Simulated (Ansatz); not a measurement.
**ZrO$_{5}$: density, localisation and related maps**

```
Zr O
1.0
     3.83116    0.00000    0.00000
    -1.91558    3.31788    0.00000
     0.00000    0.00000    4.94881
Zr O
1 5
Direct
  0.00000 0.00000 0.50000
  0.76166 0.00000 0.00000
  0.23834 0.23834 0.00000
  0.00000 0.76166 0.00000
  0.66667 0.33333 0.50000
  0.33333 0.66667 0.50000
```

Space group P-62m; a structure generated by program, which may or may not match a known phase.

The calculation used DFT PBE, scalar-relativistic, plane waves, PAW (Ansatz 0.2.0).

In a PAW calculation such maps are meaningful between the atoms, not at the nuclei.

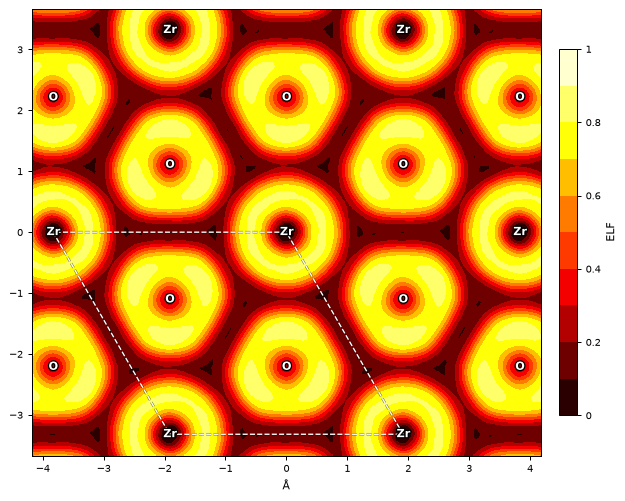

Figure 1. Electron localisation function on the (001) plane of the conventional cell.

> What do the fields say about this system?

Atoms in the plane: Zr and O.
Zr–O (2.21 Å): the ELF peaks at about 0.85 in the valence shell of O, 0.6 Å from its nucleus, and drops to about 0.20 between the two atoms: no shared electron pair shows on this line.
The features right at Zr lie inside the PAW spheres, where the map follows smoothed inner orbitals and isn't to be read closely.

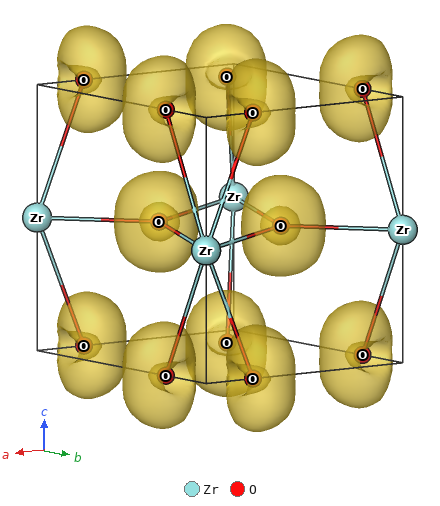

Figure 2. Isosurface of the ELF at 0.7 (yellow), seen at an oblique angle. Core shells and regions of very low density are left out. Sticks mark near contacts.

> What do the ELF domains correspond to?

At this value the surface marks out five regions wrapped around O (the valence shell of each), counted in one cell of 6 atoms. Regions shared between cells count once.

> Metal or insulator at this level of theory?

It is metallic or semimetallic at this level of theory: no gap opens.
